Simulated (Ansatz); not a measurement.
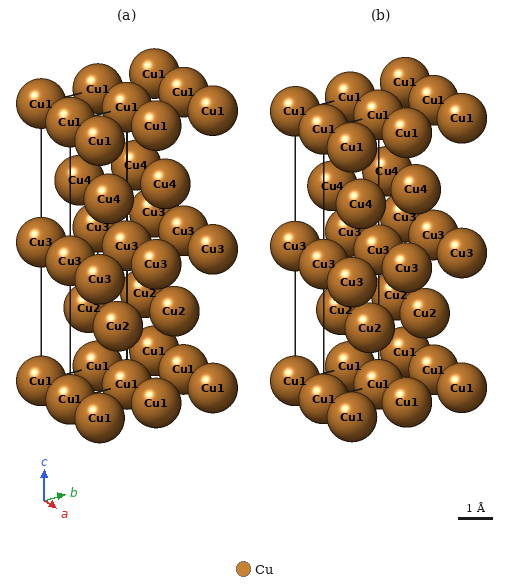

Left: solid Cu (set up in P6_3/mmc). Right: the same structure after one change, at the same scale. Style: spheres-only. Shown: the cell of the calculation, repeated 2 × 2 × 1 with one cell outlined, slightly off an axis.

Method: DFT PBE, scalar-relativistic, plane waves, PAW in Ansatz 0.2.0. Settings: plane-wave cutoff 420 eV; k-point mesh 18 × 18 × 6; occupations gaussian; smearing width 0.1 eV; no spin polarisation.

The crystal is put under a hydrostatic pressure of 15 GPa. Cell and atoms are relaxed at that pressure.

Q: What does the change do?

A: The volume changes by −8.3 %, with a = b 2.567 → 2.494 Å (−2.8 %), c 8.387 → 8.151 Å (−2.8 %). No atom moves by more than 0.005 Å relative to the cell. Near-neighbour distances before and after: Cu–Cu 2.567 → 2.494 Å. The space group stays P6_3/mmc (No. 194). Energy change: +42.4 meV per atom. Pressure: 0.0 GPa before, 15.0 GPa after. Both are metals.
